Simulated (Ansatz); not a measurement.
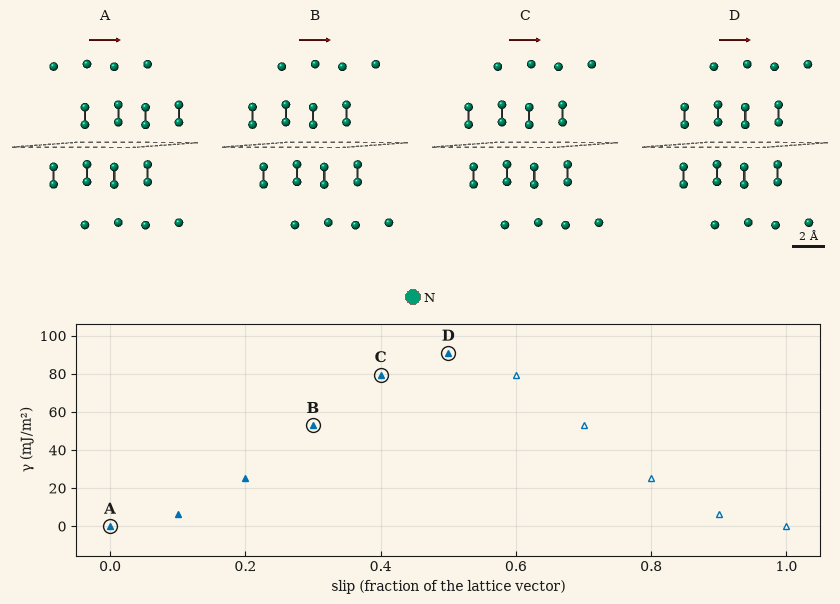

Energy scan for crystalline N (P6_3/mmc), in which the crystal above a cut along the (0 0 1) plane of the conventional cell (between a plane of N below and one of N above, 2.60 Å apart) is slid rigidly by fractions of an in-plane lattice vector 3.82 Å long (a generalised stacking fault). One cut stands in each cell, which starts 14.8 Å high; nothing is relaxed, and the dashed outline marks the cut, the arrow on top the direction of slip. The lettered frames are marked on the plot. Hollow markers are points alike by symmetry, not computed again. A ball-and-stick model of the layers on both sides of the cut, seen from the side, nearly along the cut plane.

Theory: Ansatz, DFT PBE+D3(BJ), scalar-relativistic, plane waves, PAW. (plane-wave cutoff 420 eV; k-point mesh 7 × 7 × 2; occupations gaussian; smearing width 0.05 eV; no spin polarisation). Energies (free energies at the smearing named) are counted from the relaxed crystal.

Describe the profile.

Answer. The curve starts and ends at zero, since a full lattice vector restores the crystal. Its highest computed point is 90.9 mJ/m² at slip 0.50, which the unstable stacking-fault energy of this rigid path equals or slightly exceeds. No local minimum shows among the points, so there is no metastable fault on this line. The path is symmetric about half-way. Relaxation across the fault would lower the values.

The computed points:

| slip (fraction of the lattice vector) | γ (mJ/m²) |
| --- | --- |
| 0.00 | 0.0 |
| 0.10 | 6.3 |
| 0.20 | 25.1 |
| 0.30 | 52.9 |
| 0.40 | 79.6 |
| 0.50 | 90.9 |
| 0.60 | 79.6 |
| 0.70 | 52.9 |
| 0.80 | 25.1 |
| 0.90 | 6.3 |
| 1.00 | 0.0 |

Points that are alike by symmetry were computed once.
